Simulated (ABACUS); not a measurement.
## Band-structure run, with input and output: Ta (part 2 of 2)

Ta (1 atom in the cell); Kohn-Sham DFT of a periodic cell, TASK, SG15 ONCV 1.2 PBE, no spin polarisation (ABACUS 3.10.1); cutoff 938.79 eV, 7×7×7 k-mesh, fermi-dirac of 0.05 eV. The structure derives from an entry of the Crystallography Open Database.

Geometry of the input (Å; fractional positions):
```
-1.6513  1.6513  1.6513
1.6513  -1.6513  1.6513
1.6513  1.6513  -1.6513
Ta 0.0000  0.0000  0.0000
```

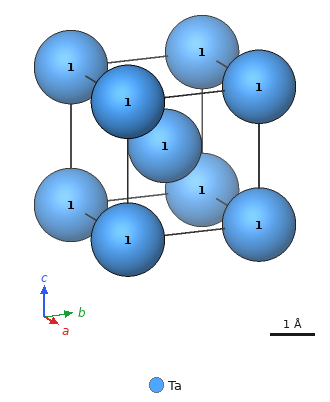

*The input geometry (spheres-only view of the cell 2 times as large as that of the calculation, set on its symmetry axes, seen slightly off an axis; atoms are numbered from 1 in the order of the input).*

### The program's output, continued
```
 PW ALGORITHM --------------- ION=   1  ELEC=   1--------------------------------

 Density error is 0.297752338314
                          Error Threshold = 0.01
----------------------------------------------------------
     Energy           Rydberg                 eV
----------------------------------------------------------
 E_KohnSham     -489.3747645818      -6658.2852557217
 E_Harris       -494.9498488256      -6734.1381682673
 E_Fermi        2.3346369469         31.7643652396
----------------------------------------------------------

 PW ALGORITHM --------------- ION=   1  ELEC=   2--------------------------------

 Density error is 0.0464514224944
                          Error Threshold = 0.0011027864382
----------------------------------------------------------
     Energy           Rydberg                 eV
----------------------------------------------------------
 E_KohnSham     -490.3602261443      -6671.6931481311
 E_Harris       -484.5051036177      -6592.0301192817
 E_Fermi        2.3410428456         31.8515219627
----------------------------------------------------------

 PW ALGORITHM --------------- ION=   1  ELEC=   3--------------------------------

 Density error is 0.00033800616458
                          Error Threshold = 0.000172042305535
----------------------------------------------------------
     Energy           Rydberg                 eV
----------------------------------------------------------
 E_KohnSham     -490.7444841275      -6676.9212462052
 E_Harris       -489.5429213237      -6660.5731455683
 E_Fermi        2.3559356279         32.0541486601
----------------------------------------------------------

 PW ALGORITHM --------------- ION=   1  ELEC=   4--------------------------------

 Density error is 0.000328630520965
                          Error Threshold = 1.25187468363e-06
----------------------------------------------------------
     Energy           Rydberg                 eV
----------------------------------------------------------
 E_KohnSham     -490.8210601164      -6677.9631159840
 E_Harris       -490.6703454235      -6675.9125373883
 E_Fermi        2.3545329029         32.0350636075
----------------------------------------------------------

 PW ALGORITHM --------------- ION=   1  ELEC=   5--------------------------------

 Density error is 7.85466104046e-05
                          Error Threshold = 1.21715007765e-06
----------------------------------------------------------
     Energy           Rydberg                 eV
----------------------------------------------------------
 E_KohnSham     -490.9395013363      -6679.5745914521
 E_Harris       -490.7064826490      -6676.4042095651
 E_Fermi        2.3520427092         32.0011827849
----------------------------------------------------------

 PW ALGORITHM --------------- ION=   1  ELEC=   6--------------------------------

 Density error is 3.05374910662e-06
                          Error Threshold = 2.90913371869e-07
----------------------------------------------------------
     Energy           Rydberg                 eV
----------------------------------------------------------
 E_KohnSham     -490.9225640345      -6679.3441476385
 E_Harris       -490.9633986262      -6679.8997307611
 E_Fermi        2.3524595027         32.0068535508
----------------------------------------------------------

 PW ALGORITHM --------------- ION=   1  ELEC=   7--------------------------------

 Density error is 1.91919441098e-06
                          Error Threshold = 1.13101818764e-08
----------------------------------------------------------
     Energy           Rydberg                 eV
----------------------------------------------------------
 E_KohnSham     -490.9193301021      -6679.3001477315
 E_Harris       -490.9552556402      -6679.7889397536
 E_Fermi        2.3528060938         32.0115691649
----------------------------------------------------------

 PW ALGORITHM --------------- ION=   1  ELEC=   8--------------------------------

 Density error is 1.80743715825e-07
                          Error Threshold = 7.10812744807e-09
----------------------------------------------------------
     Energy           Rydberg                 eV
----------------------------------------------------------
 E_KohnSham     -490.9164386810      -6679.2608079294
 E_Harris       -490.9292128305      -6679.4346091493
 E_Fermi        2.3526674155         32.0096823494
----------------------------------------------------------

 PW ALGORITHM --------------- ION=   1  ELEC=   9--------------------------------

 Density error is 5.84253555562e-10
                          Error Threshold = 6.69421169723e-10
----------------------------------------------------------
     Energy           Rydberg                 eV
----------------------------------------------------------
 E_KohnSham     -490.9161704034      -6679.2571578253
 E_KS(sigma->0) -490.9159435160      -6679.2540708634
 E_Harris       -490.9165483710      -6679.2623003376
 E_band         19.6067351427        266.7633171169
 E_one_elec     -127.4337595909      -1733.8252479978
 E_Hartree      96.6918861842        1315.5606024724
 E_xc           -35.0770193716       -477.2473323104
 E_Ewald        -425.0968238502      -5783.7390060657
 E_entropy(-TS) -0.0004537749        -0.0061739239
 E_descf        0.0000000000         0.0000000000
 E_exx          0.0000000000         0.0000000000
 E_Fermi        2.3526209196         32.0090497399
----------------------------------------------------------

 charge density convergence is achieved
 final etot is -6679.2571578 eV
 EFERMI = 32.00904974 eV

 STATE ENERGY(eV) AND OCCUPATIONS    NSPIN == 1
 1/5 kpoint (Cartesian) = 0.0000 0.0000 0.0000 (1205 pws)
       1       -42.3133     0.00583090
       2       -6.33580     0.00583090
       3       -6.33580     0.00583090
       4       -6.33580     0.00583090
       5        17.2372     0.00583090
       6        17.2372     0.00583090
       7        17.2372     0.00583090
       8        17.4252     0.00583090
       9        17.4252     0.00583090
      10        17.4252     0.00583090
      11        17.5329     0.00583090
      12        23.6565     0.00583090
      13        32.7987    8.06399e-10
      14        32.7987    8.06399e-10
      15        32.7987    8.06399e-10
      16        36.1572    5.44137e-39
      17        36.1572    5.44137e-39
      18        52.1169        0.00000
      19        52.1169        0.00000
      20        52.1169        0.00000
      21        62.6564        0.00000
      22        62.6564        0.00000
      23        69.2656        0.00000
      24        69.2656        0.00000

 2/5 kpoint (Cartesian) = 0.043256 -0.043256 0.0000 (1177 pws)
       1       -42.2848      0.0699708
       2       -6.58765      0.0699708
       3       -6.41080      0.0699708
       4       -6.33777      0.0699708
       5        17.2487      0.0699708
       6        17.2648      0.0699708
       7        17.2652      0.0699708
       8        17.3999      0.0699708
       9        17.4129      0.0699708
      10        17.4167      0.0699708
      11        17.5004      0.0699708
      12        24.6552      0.0699708
      13        32.2649    0.000416966
      14        32.5843    7.05167e-07
      15        33.7286    8.11148e-17
      16        35.6046    4.11443e-33
      17        36.2055    2.48483e-38
      18        52.4597        0.00000
      19        53.0560        0.00000
      20        53.6215        0.00000
      21        59.8026        0.00000
      22        61.7824        0.00000
      23        66.1238        0.00000
      24        66.4628        0.00000

 3/5 kpoint (Cartesian) = 0.086513 -0.086513 0.0000 (1170 pws)
       1       -42.2205      0.0699708
       2       -7.12698      0.0699708
       3       -6.57647      0.0699708
       4       -6.34244      0.0699708
       5        17.2631      0.0699708
       6        17.3149      0.0699708
       7        17.3306      0.0699708
       8        17.3537      0.0699708
       9        17.3663      0.0699708
      10        17.4096      0.0699708
      11        17.4702      0.0699708
      12        26.7799      0.0699708
      13        31.2155      0.0699708
      14        32.0419      0.0238742
      15        35.7074    5.26544e-34
      16        36.1796    4.17017e-38
      17        36.4584    1.57801e-40
      18        50.8019        0.00000
      19        50.8404        0.00000
      20        57.3196        0.00000
      21        60.1696        0.00000
      22        60.6432        0.00000
      23        61.2565        0.00000
      24        65.1951        0.00000

 4/5 kpoint (Cartesian) = 0.12977 -0.12977 0.0000 (1170 pws)
       1       -42.1686      0.0699708
       2       -7.53616      0.0699708
       3       -6.70659      0.0699708
       4       -6.34640      0.0699708
       5        17.2598      0.0699708
       6        17.2884      0.0699708
       7        17.2961      0.0699708
       8        17.3857      0.0699708
       9        17.4188      0.0699708
      10        17.4196      0.0699708
      11        17.4656      0.0699708
      12        27.4910      0.0699708
      13        30.4811      0.0699708
      14        33.6646    2.91693e-16
      15        36.1486    7.75473e-38
      16        36.8448    6.95590e-44
      17        38.8376    3.40930e-61
      18        46.4296        0.00000
      19        48.4835        0.00000
      20        55.4327        0.00000
      21        61.0300        0.00000
      22        61.9387        0.00000
      23        62.8133        0.00000
      24        65.9067        0.00000

 5/5 kpoint (Cartesian) = 0.043256 0.043256 -0.086513 (1162 pws)
       1       -42.2384       0.139942
       2       -6.95507       0.139942
       3       -6.50555       0.139942
       4       -6.39433       0.139942
       5        17.2704       0.139942
       6        17.3004       0.139942
       7        17.3123       0.139942
       8        17.3511       0.139942
       9        17.3991       0.139942
      10        17.4053       0.139942
      11        17.4641       0.139942
      12        26.3424       0.139942
      13        31.6772       0.139759
      14        31.7133       0.139565
      15        35.1868    3.50330e-29
      16        35.6329    4.66869e-33
      17        36.6231    1.17134e-41
      18        52.1083        0.00000
      19        52.4981        0.00000
      20        54.8025        0.00000
      21        58.4972        0.00000
      22        60.1666        0.00000
      23        64.9787        0.00000
      24        67.6445        0.00000

------------------------------------------------------------------------------------------
 TOTAL-FORCE (eV/Angstrom)
------------------------------------------------------------------------------------------
                       Ta1         0.0000000000         0.0000000000         0.0000000000
------------------------------------------------------------------------------------------

----------------------------------------------------------------
 TOTAL-STRESS (KBAR)
----------------------------------------------------------------
      7378.9881392701        -0.0000000000        -0.0000000000
        -0.0000000000      7378.9881392701         0.0000000000
         0.0000000000         0.0000000000      7378.9881392701
----------------------------------------------------------------
 TOTAL-PRESSURE: 7378.988139 KBAR

 --------------------------------------------
 !FINAL_ETOT_IS -6679.2571578253409825 eV
 --------------------------------------------
```

### Standard output
```
ABACUS v3.10.1

               Atomic-orbital Based Ab-initio Computation at UStc

 dft_functional readin is: MGGA_X_TASK+LDA_C_PW
 dft_functional in pseudopot file is: PBE
 Please make sure this is what you need

%%%%%%%%%%%%%%%%%%%%%%%%%%%%%%%%%%%%%%%%%%%%%%%%%%%%%%%%%%%%%%%%%%%%%%%%%%%%%%%%%%%%%%%%%%%%%%%%%%%%%%%%%
 Warning: the number of valence electrons in pseudopotential > 5 for Ta: [Xe] 4f14 5d3 6s2
 Pseudopotentials with additional electrons can yield (more) accurate outcomes, but may be less efficient.
 If you're confident that your chosen pseudopotential is appropriate, you can safely ignore this warning.
%%%%%%%%%%%%%%%%%%%%%%%%%%%%%%%%%%%%%%%%%%%%%%%%%%%%%%%%%%%%%%%%%%%%%%%%%%%%%%%%%%%%%%%%%%%%%%%%%%%%%%%%%

 UNIFORM GRID DIM        : 30 * 30 * 30
 UNIFORM GRID DIM(BIG)   : 30 * 30 * 30
func,idMGGA_X_TASK 707
func,idLDA_C_PW 12
 ---------------------------------------------------------
 Self-consistent calculations for electrons
 ---------------------------------------------------------
 SPIN    KPOINTS         PROCESSORS  THREADS
 1       20              4           4
 ---------------------------------------------------------
 Use plane wave basis
 ---------------------------------------------------------
 ELEMENT NATOM       XC
 Ta      1
 ---------------------------------------------------------
 Initial plane wave basis and FFT box
 ---------------------------------------------------------
 -------------------------------------------
 SELF-CONSISTENT :
 -------------------------------------------
 START CHARGE      : atomic
 ITER       ETOT/eV          EDIFF/eV         DRHO         DKIN     TIME/s
 DA1     -6.65828526e+03   0.00000000e+00   2.9775e-01   6.9055e-01   1.67
 DA2     -6.67169315e+03  -1.34078924e+01   4.6451e-02   3.5753e-01   0.95
 DA3     -6.67692125e+03  -5.22809807e+00   3.3801e-04   1.1075e-01   0.79
 DA4     -6.67796312e+03  -1.04186978e+00   3.2863e-04   6.4751e-02   1.01
 DA5     -6.67957459e+03  -1.61147547e+00   7.8547e-05   2.1780e-02   0.91
 DA6     -6.67934415e+03   2.30443814e-01   3.0537e-06   4.1066e-03   1.06
 DA7     -6.67930015e+03   4.39999070e-02   1.9192e-06   2.3815e-03   0.93
 DA8     -6.67926081e+03   3.93398021e-02   1.8074e-07   2.0052e-04   0.74
 DA9     -6.67925716e+03   3.65010403e-03   5.8425e-10   2.2213e-04   0.96
----------------------------------------------------------------
 TOTAL-STRESS (KBAR)
----------------------------------------------------------------
      7378.9881392701        -0.0000000000        -0.0000000000
        -0.0000000000      7378.9881392701         0.0000000000
         0.0000000000         0.0000000000      7378.9881392701
----------------------------------------------------------------
 TOTAL-PRESSURE: 7378.988139 KBAR
```

### Results in brief

```json
{"quantity": "outcome", "value": "converged"}
{"quantity": "space group (tolerance 0.01 Å)", "value": "Im-3m (229)"}
{"quantity": "electrons treated", "value": "27"}
{"quantity": "free energy", "value": "−6679.2572 eV"}
{"quantity": "Fermi energy of the self-consistent step", "value": "32.009 eV"}
{"quantity": "gap on the k-point mesh", "value": "none (metallic)"}
{"quantity": "pressure", "value": "737.90 GPa"}
{"quantity": "largest force (length of the vector)", "value": "under 0.001 eV/Å"}
{"quantity": "hardware", "value": "4 threads of Intel Xeon (Granite Rapids), 16 GiB of memory available, shared host"}
{"quantity": "wall time", "value": "10 s (CPU time 38 s)"}
{"quantity": "peak memory", "value": "0.36 GiB"}
```

Spin–orbit coupling is left out, which matters for Ta. The cell is under a pressure of 738 GPa at this level, so it is not at its equilibrium volume.
